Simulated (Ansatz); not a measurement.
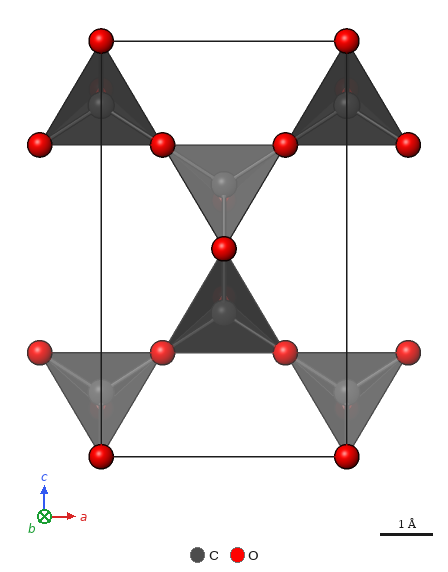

Starting structure of a crystal of CO$_{2}$ (a generated structure, set up in Imma) (coarse preliminary run). A polyhedral model of the conventional cell (2 times the calculation's cell), seen along the b axis. Lengths and directions refer to the drawn axes.

Case: Si → C on all its sites, cell and atoms relaxed.

Theory: Ansatz 0.2.0, DFT PBE, scalar-relativistic, plane waves, PAW.

Input file:
```yaml
crystal:
  lattice:
    - [-2.4078397381, 4.3954711734, 4.0734695694]
    - [2.4078397381, -4.3954711734, 4.0734695694]
    - [2.4078397381, 4.3954711734, -4.0734695694]
  atoms:
    - { symbol: C, position: [0.930512584, 0.8452085404, 0.0853040435] }
    - { symbol: C, position: [0.7400955031, 0.1547914596, 0.5853040435] }
    - { symbol: C, position: [0.069487416, 0.1547914596, 0.9146959565] }
    - { symbol: C, position: [0.2599044969, 0.8452085404, 0.4146959565] }
    - { symbol: O, position: [0.1332949682, 0.8832949682, 0.25] }
    - { symbol: O, position: [0.8667050318, 0.1167050318, 0.75] }
    - { symbol: O, position: [0.7934944812, 0.5, 0.7934944812] }
    - { symbol: O, position: [0.2065055188, 0.0, 0.7065055188] }
    - { symbol: O, position: [0.2065055188, 0.5, 0.2065055188] }
    - { symbol: O, position: [0.7934944812, 0.0, 0.2934944812] }
    - { symbol: O, position: [0.0, 0.0, 0.0] }
    - { symbol: O, position: [0.5, 0.0, 0.5] }
basis:
  ecutwfc: 420
kpoints:
  mp_grid: { grid: [6, 6, 6] }
hamiltonian:
  xc: pbe
scf:
  occupations: { method: gaussian, width: 0.1 }
output:
  forces: true
  stress: true
  eigenvalues: true
relax:
  adjacent_minimum: "off"
  f_tol: 0.05
  max_steps: 60
  cell: { stress_tol: 0.5 }
```

Run as
```bash
ansatz run input.yaml --threads 2 --pin off --max-ram 5120MiB --backend cpu --events-out ev --progress --plain --runs-dir out
```

Q: What does the optimiser find from here?

A: Over 6 accepted moves (8 points after the start) the energy falls by 350 meV per atom. Largest force component: 2.4 eV/Å at the start, 0.0072 eV/Å at the end. The pressure goes from −25.25 to 0.03 GPa. At 2 points the geometry stayed and the basis and grid were re-selected for the new cell (energy shift of 4.7 meV per atom at most each time). The largest moves relative to the cell, 0.16 Å, are those of O5 and O6. O5 goes along +c. Largest moves by element: O 0.16 Å, C 0.02 Å. The drawn cell changes as follows: a 4.816 → 4.439 Å (−7.8 %), b 8.791 → 8.138 Å (−7.4 %), c 8.147 → 7.502 Å (−7.9 %); the volume changes by −21.4 %. Some distances before and after: C1–O11 1.467 → 1.362 Å, C1–O10 1.479 → 1.398 Å. Bond angles that change, for instance: C1–O5–C4 155.8° → 142.6°, C1–O7–C2 151.2° → 141.5°, O5–C4–O8 110.7° → 118.4°. The space group stays Imma (No. 74).

The end point in the same view:

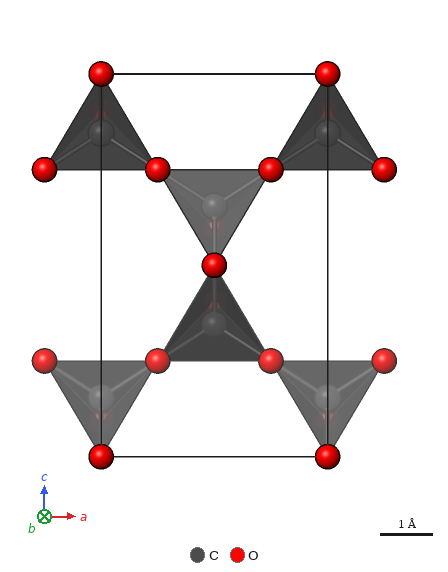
